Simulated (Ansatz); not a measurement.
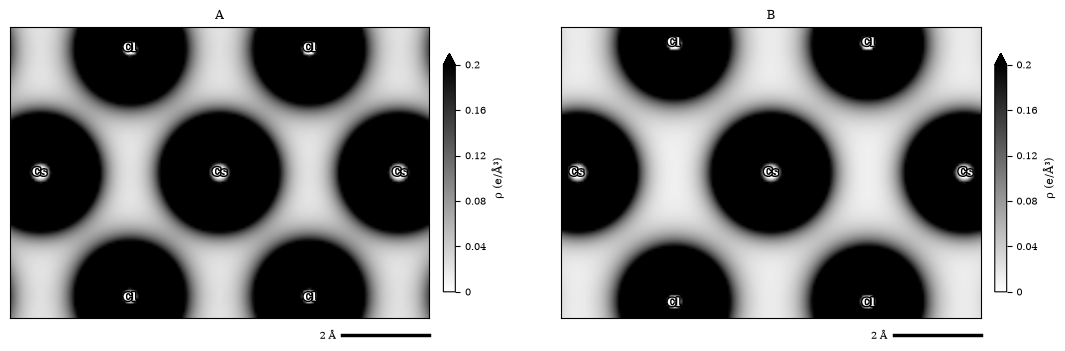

CsCl. The valence charge density (pseudo) of two cells that differ in size and shape, on the (011) plane of each (indices in the axes of the calculation cell), at one length scale and on one colour scale: B has 39.2 Å³ an atom and A 33.6.

Space group P4/mmm.

These are results of Ansatz, DFT r2SCAN, scalar-relativistic, plane waves, PAW, not measurements.

The density is the valence pseudo-density of a PAW calculation; it isn't the true density close to the nuclei.

What changes from the larger cell to the smaller?

Answer. From the larger cell to the smaller, Cs–Cl goes from 3.72 to 3.52 Å, and the density at its midpoint from 0.05 to 0.07 e/Å³; the pressure goes from −1.4 to 1.1 GPa; the Kohn–Sham gap goes from 5.1 eV to 5.7 eV.
